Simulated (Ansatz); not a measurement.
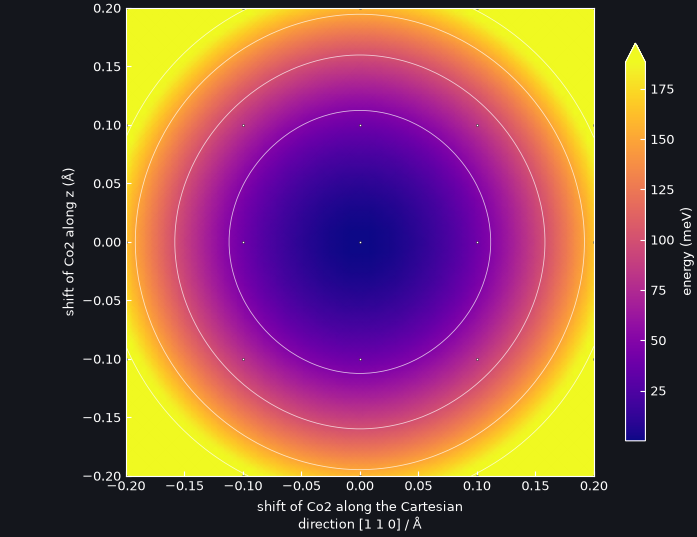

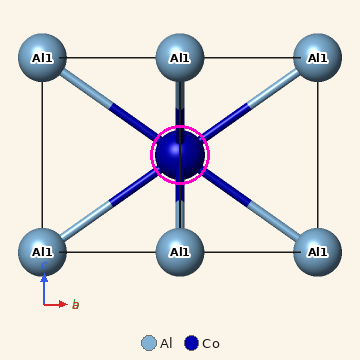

Energy landscape of AlCo (Pm-3m, No. 221; 2 atoms in the cell). Atom Co2 is moved over a plane while all other atoms and the cell stay fixed (its periodic images move with it) (x, y and z along the cube axes). The first coordinate is: shift of Co2 along the Cartesian direction [1 1 0]; the second: shift of Co2 along z. The grid has 5 × 5 points; 9 points were computed and 16 follow by symmetry. Points are written as (first, second). Energies are in meV per cell, from the lowest grid point. The runs have no spin polarisation; a magnetic state may lie lower. The reference cell is the one listed in the database, not relaxed at this level. Computed with DFT PBEsol, scalar-relativistic, plane waves, PAW (Ansatz). Settings: cutoff 420 eV, k-mesh 16×16×16, gaussian smearing 0.15 eV, no spin polarisation.

Drawn: a smooth colour map with a few white contour lines, dots at the grid points, one colour for all values above the top of the scale. Between grid points the surface is interpolated. The second picture is the structure at the lowest point

Q: Describe this landscape.

A: The lowest grid point is at (0.0 Å, 0.0 Å). It is the only kind of minimum in the scanned range. The highest grid point, (−0.2 Å, −0.2 Å), lies 344 meV above the lowest. Near the minimum the well is nearly round, with a curvature of about 7.9 eV/Å².
